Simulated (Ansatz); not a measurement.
# GePt: geometry relaxation (part 2 of 2)

The same run, continued: GePt (8 atoms in the cell); DFT PBE, scalar-relativistic, plane waves, PAW, no spin polarisation (Ansatz 0.2.0); cutoff 420 eV, 6×10×6 k-mesh, Gaussian smearing of 0.1 eV. The structure derives from an entry of the Crystallography Open Database.

Geometry of the input (Å; fractional positions):
```
5.7320  0.0000  0.0000
0.0000  3.7010  0.0000
0.0000  0.0000  6.0880
Ge 0.8050  0.7500  0.5900
Ge 0.1950  0.2500  0.4100
Ge 0.6950  0.2500  0.0900
Ge 0.3050  0.7500  0.9100
Pt 0.9900  0.7500  0.1950
Pt 0.0100  0.2500  0.8050
Pt 0.5100  0.2500  0.6950
Pt 0.4900  0.7500  0.3050
```

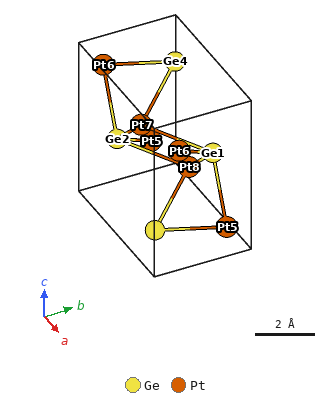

Figure 1. The geometry at step 3 of the log (ball-and-stick view of the cell of the calculation, seen at an oblique angle; atoms are numbered from 1 in the order of the input).

Log, continued:
```
relax step   6: F+E_penalty+E_count = -67275.73068345 eV  Δ(F+E_penalty+E_count) = -4.430e-4 eV  max|allowed force component| = 7.528e-3 eV/Å  Δτ_max = 0.0047 Å  P = -0.001 GPa  Ω = 135.077 Å³  energy of the carried Pulay correction = -2.332e-3 eV  (6 SCF iters, dr2 threshold 1.76e-7 eV, accepted)
iter 1 solved again at ethr=4.89e-9 eV; its pass at ethr=3.10e-3 eV (dr2=6.25e-6 eV) is discarded
SCF iter   1: F=—  HF=-67275.730801 eV  |F-HF|=—  |Δ(HF+E_count)|=         —  Δρ=9.41e-5  dr2=4.70e-6  ethr=4.89e-9  ⟨swp⟩=3.0  Hψ=30234  notcnv=0
preconditioner: auto → Kerker (q_TF=auto, 2.704 Å⁻¹)  [metal: Δε(μ)=0.027 eV  Ē_g=17.116 eV  σ=0.100 eV  W_gap=0.15  n_scr=42 (ndim 8)  ℏωp=31.3 eV  f_vac=0.003  D(μ)=2.18/eV (n_scr^D=10)]
SCF iter   2: F=—  HF=-67275.730712 eV  |F-HF|=—  |Δ(HF+E_count)|=   8.96e-5  Δρ=5.01e-5  dr2=1.54e-6  ethr=3.67e-9  ⟨swp⟩=1.0  Hψ=7392  notcnv=0
SCF iter   3: F=—  HF=-67275.730711 eV  |F-HF|=—  |Δ(HF+E_count)|=   1.70e-7  Δρ=5.20e-6  dr2=4.52e-8  ethr=1.20e-9  ⟨swp⟩=2.0  Hψ=11966  notcnv=0
iter 4 did not close the SCF: its close was put off for the readings that it lacked (scf_convergence_deferred on its scf_iter line)
SCF iter   4: F=-67275.730711 eV  HF=-67275.730711 eV  |F-HF|=3.39e-9  |Δ(HF+E_count)|=   3.87e-9  Δρ=1.36e-6  dr2=3.02e-9  ethr=3.53e-11  ⟨swp⟩=2.0  Hψ=11454  notcnv=0
iter 5 did not close the SCF: its close was put off for the readings that it lacked (scf_convergence_deferred on its scf_iter line)
SCF iter   5: F=-67275.730711 eV  HF=-67275.730711 eV  |F-HF|=9.31e-10  |Δ(HF+E_count)|=  8.29e-10  Δρ=6.22e-7  dr2=5.35e-10  ethr=2.36e-12  ⟨swp⟩=2.0  Hψ=11973  notcnv=0
SCF iter   6: F=-67275.730711 eV  HF=-67275.730711 eV  |F-HF|=1.46e-11  |Δ(HF+E_count)|=  3.93e-10  Δρ=2.29e-7  dr2=9.88e-11  ethr=1.00e-12  ⟨swp⟩=5.0  Hψ=34230  notcnv=0
SCF 7 converged in 6 iterations: F = -67275.730711 eV  dr2 = 9.88e-11
relax step   7: F+E_penalty+E_count = -67275.73071145 eV  Δ(F+E_penalty+E_count) = -2.800e-5 eV  max|allowed force component| = 1.770e-3 eV/Å  Δτ_max = 0.0008 Å  P = +0.000 GPa  Ω = 135.077 Å³  energy of the carried Pulay correction = -2.332e-3 eV  (6 SCF iters, dr2 threshold 3.54e-9 eV, accepted)
Basis set: ecut = 420 eV, 2635 PW (Γ), exchange–correlation on 80×54×90 points (8 copies of the dense FFT grid, shifted against one another)
Initial wavefunctions: pseudopotential atomic-orbital guess (no wavefunctions were taken with the density)
iter 1 solved again at ethr=9.66e-8 eV; its pass at ethr=3.10e-3 eV (dr2=1.24e-4 eV) is discarded
SCF iter   1: F=—  HF=-67275.724860 eV  |F-HF|=—  |Δ(HF+E_count)|=         —  Δρ=1.09e-3  dr2=3.63e-5  ethr=9.66e-8  ⟨swp⟩=3.2  Hψ=41602  notcnv=0
SCF iter   2: F=—  HF=-67275.730771 eV  |F-HF|=—  |Δ(HF+E_count)|=   5.91e-3  Δρ=5.57e-4  dr2=9.37e-6  ethr=2.84e-8  ⟨swp⟩=2.0  Hψ=9774  notcnv=0
SCF iter   3: F=—  HF=-67275.732826 eV  |F-HF|=—  |Δ(HF+E_count)|=   2.05e-3  Δρ=1.92e-5  dr2=5.93e-8  ethr=7.32e-9  ⟨swp⟩=2.1  Hψ=9599  notcnv=0
SCF iter   4: F=—  HF=-67275.732828 eV  |F-HF|=—  |Δ(HF+E_count)|=   1.83e-6  Δρ=3.79e-6  dr2=1.34e-8  ethr=4.63e-11  ⟨swp⟩=2.0  Hψ=12003  notcnv=0
SCF iter   5: F=—  HF=-67275.732828 eV  |F-HF|=—  |Δ(HF+E_count)|=   1.72e-9  Δρ=1.54e-6  dr2=3.70e-9  ethr=1.05e-11  ⟨swp⟩=2.0  Hψ=9316  notcnv=0
SCF iter   6: F=—  HF=-67275.732828 eV  |F-HF|=—  |Δ(HF+E_count)|=   1.16e-9  Δρ=6.00e-7  dr2=8.99e-10  ethr=2.89e-12  ⟨swp⟩=2.7  Hψ=11850  notcnv=0
SCF iter   7: F=—  HF=-67275.732828 eV  |F-HF|=—  |Δ(HF+E_count)|=  2.33e-10  Δρ=2.19e-7  dr2=1.15e-10  ethr=1.00e-12  ⟨swp⟩=1.9  Hψ=7899  notcnv=0
SCF iter   8: F=-67275.732828 eV  HF=-67275.732828 eV  |F-HF|=0.00e0  |Δ(HF+E_count)|=  1.46e-11  Δρ=3.85e-8  dr2=1.91e-12  ethr=1.00e-12  ⟨swp⟩=5.0  Hψ=28542  notcnv=0
SCF 8 converged in 8 iterations: F = -67275.732828 eV  dr2 = 1.91e-12
  greatest PAW one-centre occupation: 1.000 electrons in one spin orbital (limit 2), on the Pt atom at site 5 (counted from 0), in its partial waves of l = 0
relax step   8: F+E_penalty+E_count = -67275.73282799 eV  Δ(F+E_penalty+E_count) = -2.117e-3 eV  max|allowed force component| = 1.755e-3 eV/Å  Δτ_max = 0.0000 Å  P = -0.010 GPa  Ω = 135.077 Å³  stress off target by 2.31e-2 GPa  SCF on the basis re-selected at this cell (its energy is not comparable with the rows above)  (8 SCF iters)
basis re-selected at this cell: Δ(F+E_penalty+E_count) = -2.117e-3 eV, ΔP = -0.011 GPa vs the last step (what re-selecting the basis moved, of the pressure what is left beyond the Pulay correction that the steps carried, after the strain that the cell walked since its last selection, with what the two solves' SCF thresholds leave and, on support functions, any second-order correction that the steps lacked; it is no measure of the basis error at this ecutwfc). The dense FFT grid was sized anew with the basis: this SCF ran on 40×27×45 points, the steps before it on 40×25×45, so part of this shift can come from that change (see relax.cell in the input reference). This SCF's stress stands 2.31e-2 GPa from its target on what of the cell is left free (relax.cell.stress_tol is 5.00e-2 GPa) and its largest allowed force component is 1.76e-3 eV/Å (relax.f_tol is 5.00e-3 eV/Å): within both
SCF converged after 8 iterations
Free energy (F): -67275.732828 eV
Harris-Foulkes:  -67275.732828 eV  (|F-HF|=0.00e0)
Internal energy: -67275.721944 eV  (E = F + TS)
E sigma→0 (E₀):  -67275.727386 eV
Entropy (-TS):   -0.010884 eV (-1.361 meV/atom)
Fermi energy:    16.914705 eV
--- Per-component energies (eV) ---
  E_band       = -1171.538630
  E_kinetic    = 2999.843076
  E_local      = -15396.758531  (includes V_loc(G=0)·N_el)
  E_nonlocal   = 2471.929125
  E_hartree    = 6316.966067
  E_xc         = -1351.656725
  E_vxc        = -1473.050742  (∫ρ·V_xc dr)
  E_paw        = -45896.910257  (= ΣΔE_a)
  E_vpaw       = -2407.435896  (= ΣTr[D̂ρ^β])
  E_aug_tail   = 0.002108  (compensation charges beyond the density's cutoff)
  E_ewald      = -16419.136807
  E_smearing   = -0.010884  (= −TS)
  E_closure    = -0.000000  (closes the sum)
  Σ components = -67275.732828   (vs F -67275.732828, Δ=0.00e0)
--- Forces (eV/Å), atoms counted from 1 ---
  atom   1  Ge    -0.00068675     0.00000000    -0.00010720
  atom   2  Ge     0.00068675    -0.00000000     0.00010720
  atom   3  Ge     0.00068675     0.00000000    -0.00010720
  atom   4  Ge    -0.00068675    -0.00000000     0.00010720
  atom   5  Pt     0.00009321    -0.00000000    -0.00175532
  atom   6  Pt    -0.00009321     0.00000000     0.00175532
  atom   7  Pt    -0.00009321    -0.00000000    -0.00175532
  atom   8  Pt     0.00009321     0.00000000     0.00175532
  max |Σ_I F_I| component: 6.94e-18 eV/Å
--- Stress (GPa, compression-positive) ---
        0.009518       0.000000       0.000000
        0.000000      -0.023064       0.000000
        0.000000       0.000000      -0.017050
  P = ⅓ Tr σ = -0.0102 GPa (-0.102 kbar)
--- Band table (eV; the first three rows and the last of 96) ---
  k-point 0: bands = ["-82.0257", "-82.0229", "-82.0223", "-82.0195", "-36.3463", "-36.3369", "-36.3258", "-36.2959", "-36.2795", "-36.2648", "-36.2600", "-36.2553", "-36.2353", "-36.2257", "-36.2140", "-36.2127", "-8.1971", "-8.1901", "-8.1898", "-8.1870", "-8.1767", "-8.1665", "-8.1548", "-8.1508", "-8.1474", "-8.1467", "-8.1459", "-8.1402", "-8.1322", "-8.1314", "-8.1286", "-8.1280", "-8.1269", "-8.1259", "-8.1241", "-8.1239", "4.2255", "7.1537", "7.2382", "8.2992", "9.8049", "9.8194", "11.2267", "11.4030", "11.5198", "11.6504", "11.8229", "12.1863", "12.4257", "12.4293", "12.8417", "13.1471", "13.1608", "13.7910", "13.8437", "13.9214", "14.0583", "14.0842", "14.2291", "14.3571", "14.5399", "15.5315", "15.6292", "16.0035", "17.5636", "17.6925", "19.8800", "20.1192", "20.2431", "20.6648", "21.7337", "21.9178", "21.9252", "22.3468", "22.9929", "23.0560", "24.2029"]
  k-point 1: bands = ["-82.0256", "-82.0235", "-82.0217", "-82.0196", "-36.3459", "-36.3382", "-36.3236", "-36.2989", "-36.2769", "-36.2643", "-36.2609", "-36.2561", "-36.2344", "-36.2263", "-36.2139", "-36.2129", "-8.1965", "-8.1905", "-8.1894", "-8.1870", "-8.1759", "-8.1672", "-8.1542", "-8.1504", "-8.1472", "-8.1472", "-8.1463", "-8.1409", "-8.1336", "-8.1301", "-8.1297", "-8.1278", "-8.1261", "-8.1257", "-8.1251", "-8.1232", "4.3411", "6.6273", "7.5435", "8.2526", "9.4801", "10.5601", "11.1795", "11.4610", "11.5554", "11.6943", "11.7925", "12.0838", "12.3985", "12.4856", "12.7710", "12.8041", "13.1671", "13.6367", "13.8085", "13.8630", "13.8729", "13.9942", "14.2400", "14.3355", "15.0495", "15.3113", "16.0445", "16.1148", "17.8148", "17.8212", "19.6154", "19.6549", "20.4582", "20.8167", "20.9157", "21.9884", "22.2987", "22.8849", "23.1695", "23.4130", "23.8474"]
  k-point 2: bands = ["-82.0253", "-82.0242", "-82.0210", "-82.0199", "-36.3446", "-36.3404", "-36.3185", "-36.3052", "-36.2721", "-36.2634", "-36.2628", "-36.2582", "-36.2324", "-36.2278", "-36.2138", "-36.2132", "-8.1950", "-8.1915", "-8.1886", "-8.1872", "-8.1739", "-8.1688", "-8.1525", "-8.1493", "-8.1485", "-8.1472", "-8.1467", "-8.1429", "-8.1344", "-8.1323", "-8.1278", "-8.1275", "-8.1262", "-8.1258", "-8.1249", "-8.1231", "4.6813", "5.9097", "7.7710", "8.1289", "9.6520", "10.8743", "11.3165", "11.5993", "11.6119", "11.6402", "11.7492", "11.8069", "12.3764", "12.6150", "12.6446", "12.8386", "13.0175", "13.4020", "13.5803", "13.6282", "13.7704", "14.0481", "14.2696", "14.6461", "14.7733", "15.3523", "16.2969", "17.0239", "17.7971", "18.1805", "18.9358", "19.1106", "20.3923", "20.9011", "21.4683", "22.5623", "22.5684", "22.5852", "23.5795", "23.7436", "23.9677"]
  k-point 95: bands = ["-82.0225", "-82.0225", "-82.0225", "-82.0225", "-36.3203", "-36.3203", "-36.3203", "-36.3203", "-36.2624", "-36.2624", "-36.2624", "-36.2624", "-36.2359", "-36.2359", "-36.2359", "-36.2359", "-8.1858", "-8.1858", "-8.1858", "-8.1858", "-8.1677", "-8.1677", "-8.1677", "-8.1677", "-8.1408", "-8.1408", "-8.1408", "-8.1408", "-8.1319", "-8.1319", "-8.1319", "-8.1319", "-8.1196", "-8.1196", "-8.1196", "-8.1196", "7.2751", "7.2751", "7.2751", "7.2751", "10.2945", "10.2945", "10.2945", "10.2945", "12.0044", "12.0044", "12.0044", "12.0044", "12.6483", "12.6483", "12.6483", "12.6483", "13.6102", "13.6102", "13.6102", "13.6102", "14.0829", "14.0829", "14.0829", "14.0829", "14.5576", "14.5576", "14.5576", "14.5576", "19.2948", "19.2948", "19.2948", "19.2948", "19.8949", "19.8949", "19.8949", "19.8949", "21.5985", "21.5985", "21.5985", "21.5985", "24.5228"]
--- Relaxed structure (7 steps of the walk, 7 accepted, 1 SCFs on fresh bases) ---
  F+E_penalty+E_count = -67275.73282799 eV   max|allowed force component| = 1.755e-3 eV/Å   (the final SCF, on the basis selected at the relaxed cell)
  cell:  # Å, volume = 135.0766 Å³
    - [5.827135177860859, 1.7034974590708784e-32, -1.0640591853560882e-17]
    - [1.1281057511531854e-32, 3.744518740943156, -2.8202629117967415e-34]
    - [-1.130145205939963e-17, -4.6392219959520565e-34, 6.190545078367449]
  atoms:
    - { symbol: Ge, position: [0.81323016028539, 0.7500000000000001, 0.5874912879680996] }
    - { symbol: Ge, position: [0.18676983971460998, 0.25000000000000006, 0.41250871203190065] }
    - { symbol: Ge, position: [0.6867698397146099, 0.25000000000000006, 0.08749128796809935] }
    - { symbol: Ge, position: [0.31323016028539, 0.7500000000000001, 0.9125087120319009] }
    - { symbol: Pt, position: [1.001784021036166, 0.7500000000000001, 0.19301383308454942] }
    - { symbol: Pt, position: [-0.0017840210361658824, 0.25000000000000006, 0.8069861669154509] }
    - { symbol: Pt, position: [0.49821597896383407, 0.25000000000000006, 0.6930138330845493] }
    - { symbol: Pt, position: [0.5017840210361659, 0.7500000000000001, 0.30698616691545066] }
```

Trajectory as extended XYZ (Å, eV, eV/Å), 8 frames, from step=1 to step=8:
```
8
Lattice="5.7320 0.0000 0.0000 0.0000 3.7010 0.0000 0.0000 0.0000 6.0880" Properties=species:S:1:pos:R:3:forces:R:3 step=1 energy=-67275.52957 pressure_GPa=8.00
Ge    4.6143    2.7757    3.5919    0.4361   0.0000  -0.0822
Ge    1.1177    0.9253    2.4961   -0.4361   0.0000   0.0822
Ge    3.9837    0.9253    0.5479   -0.4361   0.0000  -0.0822
Ge    1.7483    2.7757    5.5401    0.4361   0.0000   0.0822
Pt    5.6747    2.7757    1.1872    0.2088   0.0000   0.0152
Pt    0.0573    0.9253    4.9008   -0.2088   0.0000  -0.0152
Pt    2.9233    0.9253    4.2312   -0.2088   0.0000   0.0152
Pt    2.8087    2.7757    1.8568    0.2088   0.0000  -0.0152
8
Lattice="5.8811 0.0000 0.0000 0.0000 3.7547 0.0000 0.0000 0.0000 6.2936" Properties=species:S:1:pos:R:3:forces:R:3 step=2 energy=-67275.65645 pressure_GPa=-4.01
Ge    4.7487    2.8160    3.6849    0.0739   0.0000   0.0023
Ge    1.1324    0.9387    2.6087   -0.0739   0.0000  -0.0023
Ge    4.0729    0.9387    0.5381   -0.0739   0.0000   0.0023
Ge    1.8081    2.8160    5.7555    0.0739   0.0000  -0.0023
Pt    5.8534    2.8160    1.2355    0.1679   0.0000   0.0054
Pt    0.0277    0.9387    5.0581   -0.1679   0.0000  -0.0054
Pt    2.9682    0.9387    4.3823   -0.1679   0.0000   0.0054
Pt    2.9129    2.8160    1.9113    0.1679   0.0000  -0.0054
8
Lattice="5.8152 0.0000 0.0000 0.0000 3.7442 0.0000 0.0000 0.0000 6.2176" Properties=species:S:1:pos:R:3:forces:R:3 step=3 energy=-67275.71268 pressure_GPa=-0.73
Ge    4.7221    2.8082    3.6482    0.0415   0.0000  -0.0036
Ge    1.0931    0.9361    2.5694   -0.0415   0.0000   0.0036
Ge    4.0007    0.9361    0.5394   -0.0415   0.0000  -0.0036
Ge    1.8145    2.8082    5.6782    0.0415   0.0000   0.0036
Pt    5.7813    2.8082    1.1973    0.1666   0.0000   0.0804
Pt    0.0339    0.9361    5.0203   -0.1666   0.0000  -0.0804
Pt    2.9415    0.9361    4.3062   -0.1666   0.0000   0.0804
Pt    2.8737    2.8082    1.9115    0.1666   0.0000  -0.0804
8
Lattice="5.8178 0.0000 0.0000 0.0000 3.7400 0.0000 0.0000 0.0000 6.2171" Properties=species:S:1:pos:R:3:forces:R:3 step=4 energy=-67275.72390 pressure_GPa=-0.40
Ge    4.7223    2.8050    3.6476    0.0594   0.0000   0.0136
Ge    1.0954    0.9350    2.5695   -0.0594   0.0000  -0.0136
Ge    4.0043    0.9350    0.5391   -0.0594   0.0000   0.0136
Ge    1.8135    2.8050    5.6780    0.0594   0.0000  -0.0136
Pt    5.8048    2.8050    1.1985    0.0883   0.0000   0.0692
Pt    0.0129    0.9350    5.0186   -0.0883   0.0000  -0.0692
Pt    2.9218    0.9350    4.3070   -0.0883   0.0000   0.0692
Pt    2.8959    2.8050    1.9101    0.0883   0.0000  -0.0692
8
Lattice="5.8196 0.0000 0.0000 0.0000 3.7450 0.0000 0.0000 0.0000 6.1950" Properties=species:S:1:pos:R:3:forces:R:3 step=5 energy=-67275.73024 pressure_GPa=0.12
Ge    4.7288    2.8088    3.6400    0.0374   0.0000   0.0097
Ge    1.0909    0.9363    2.5550   -0.0374   0.0000  -0.0097
Ge    4.0007    0.9363    0.5425   -0.0374   0.0000   0.0097
Ge    1.8190    2.8088    5.6525    0.0374   0.0000  -0.0097
Pt    5.8308    2.8088    1.1945   -0.0052   0.0000   0.0288
Pt   -0.0112    0.9363    5.0005    0.0052   0.0000  -0.0288
Pt    2.8987    0.9363    4.2919    0.0052   0.0000   0.0288
Pt    2.9210    2.8088    1.9030   -0.0052   0.0000  -0.0288
8
Lattice="5.8255 0.0000 0.0000 0.0000 3.7455 0.0000 0.0000 0.0000 6.1906" Properties=species:S:1:pos:R:3:forces:R:3 step=6 energy=-67275.73068 pressure_GPa=-0.00
Ge    4.7383    2.8091    3.6370   -0.0069   0.0000  -0.0006
Ge    1.0873    0.9364    2.5536    0.0069   0.0000   0.0006
Ge    4.0000    0.9364    0.5417    0.0069   0.0000  -0.0006
Ge    1.8255    2.8091    5.6489   -0.0069   0.0000   0.0006
Pt    5.8361    2.8091    1.1951   -0.0002   0.0000  -0.0075
Pt   -0.0105    0.9364    4.9955    0.0002   0.0000   0.0075
Pt    2.9022    0.9364    4.2904    0.0002   0.0000  -0.0075
Pt    2.9233    2.8091    1.9002   -0.0002   0.0000   0.0075
8
Lattice="5.8271 0.0000 0.0000 0.0000 3.7445 0.0000 0.0000 0.0000 6.1905" Properties=species:S:1:pos:R:3:forces:R:3 step=7 energy=-67275.73071 pressure_GPa=0.00
Ge    4.7388    2.8084    3.6369   -0.0007   0.0000   0.0000
Ge    1.0883    0.9361    2.5537    0.0007   0.0000   0.0000
Ge    4.0019    0.9361    0.5416    0.0007   0.0000   0.0000
Ge    1.8252    2.8084    5.6489   -0.0007   0.0000   0.0000
Pt    5.8375    2.8084    1.1949    0.0000   0.0000  -0.0018
Pt   -0.0104    0.9361    4.9957    0.0000   0.0000   0.0018
Pt    2.9032    0.9361    4.2901    0.0000   0.0000  -0.0018
Pt    2.9240    2.8084    1.9004    0.0000   0.0000   0.0018
8
Lattice="5.8271 0.0000 0.0000 0.0000 3.7445 0.0000 0.0000 0.0000 6.1905" Properties=species:S:1:pos:R:3:forces:R:3 step=8 energy=-67275.73283 pressure_GPa=-0.01
Ge    4.7388    2.8084    3.6369   -0.0007   0.0000  -0.0001
Ge    1.0883    0.9361    2.5537    0.0007   0.0000   0.0001
Ge    4.0019    0.9361    0.5416    0.0007   0.0000  -0.0001
Ge    1.8252    2.8084    5.6489   -0.0007   0.0000   0.0001
Pt    5.8375    2.8084    1.1949    0.0001   0.0000  -0.0018
Pt   -0.0104    0.9361    4.9957   -0.0001   0.0000   0.0018
Pt    2.9032    0.9361    4.2901   -0.0001   0.0000  -0.0018
Pt    2.9240    2.8084    1.9004    0.0001   0.0000   0.0018
```

Results in brief:

```json
{"quantity": "outcome", "value": "converged"}
{"quantity": "space group (tolerance 0.01 Å)", "value": "Pnma (62)"}
{"quantity": "electrons treated", "value": "128"}
{"quantity": "free energy", "value": "−67275.7328 eV"}
{"quantity": "Fermi energy", "value": "16.915 eV"}
{"quantity": "gap on the k-point mesh", "value": "none (metallic)"}
{"quantity": "pressure", "value": "−0.01 GPa"}
{"quantity": "final volume", "value": "135.08 Å³"}
{"quantity": "largest force (length of the vector) at the end", "value": "0.002 eV/Å"}
{"quantity": "final cell", "value": "a = 5.827 Å, b = 3.745 Å, c = 6.191 Å, α = 90.00°, β = 90.00°, γ = 90.00°"}
{"quantity": "hardware", "value": "2 threads of Arm Neoverse V2, 24 GiB of memory available, shared host"}
{"quantity": "wall time", "value": "3.8 min (CPU time 7.6 min)"}
{"quantity": "peak memory", "value": "0.92 GiB"}
```

Spin–orbit coupling is left out, which matters for Pt.
